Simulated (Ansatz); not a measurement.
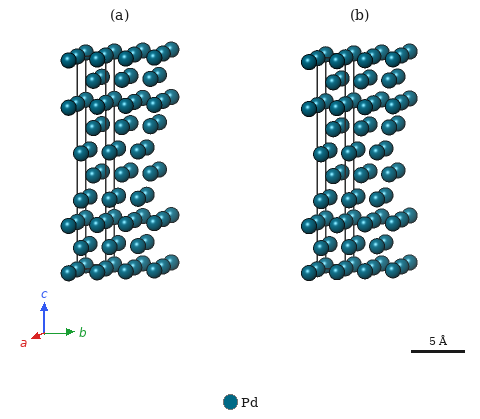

The structure of solid Pd (a generated structure, set up in R-3m) (coarse preliminary run) before (left) and after (right) a relaxation, at one scale.

Style: spheres-only. Shown: the conventional cell (3 times the calculation's cell), repeated 2 × 3 × 1 with one cell outlined, slightly off an axis. Lengths and directions refer to the drawn axes.

Case: Ag → Pd on all its sites, cell and atoms relaxed.

The calculation used DFT PBEsol, scalar-relativistic, plane waves, PAW (Ansatz). Settings: plane-wave cutoff 420 eV; k-point mesh 12 × 12 × 12; occupations gaussian; smearing width 0.1 eV; no spin polarisation; cell and atoms relaxed; force threshold 0.05 eV/Å; at most 60 steps.

Describe what moved and what it gained.

Answer. Over 2 accepted moves (4 points after the start) the energy falls by 20.6 meV per atom. Largest force component: 0.039 eV/Å at the start, 0.0027 eV/Å at the end. Pressure: −8.48 GPa at the start and 0.22 GPa at the end. The line search rejected the trial step at point 1 of the run. At 1 point the geometry stayed and the basis and grid were re-selected for the new cell (energy shift of 0.3 meV per atom at most each time). The atoms keep their places relative to the cell (all moves are under 0.005 Å). Cell: a = b 2.787 → 2.732 Å (−2.0 %), c 20.462 → 20.284 Å (−0.9 %). Volume −4.8 %. Some distances before and after: Pd–Pd 2.787 → 2.732 Å, Pd–Pd 2.789 → 2.758 Å. The space group stays R-3m (No. 166).
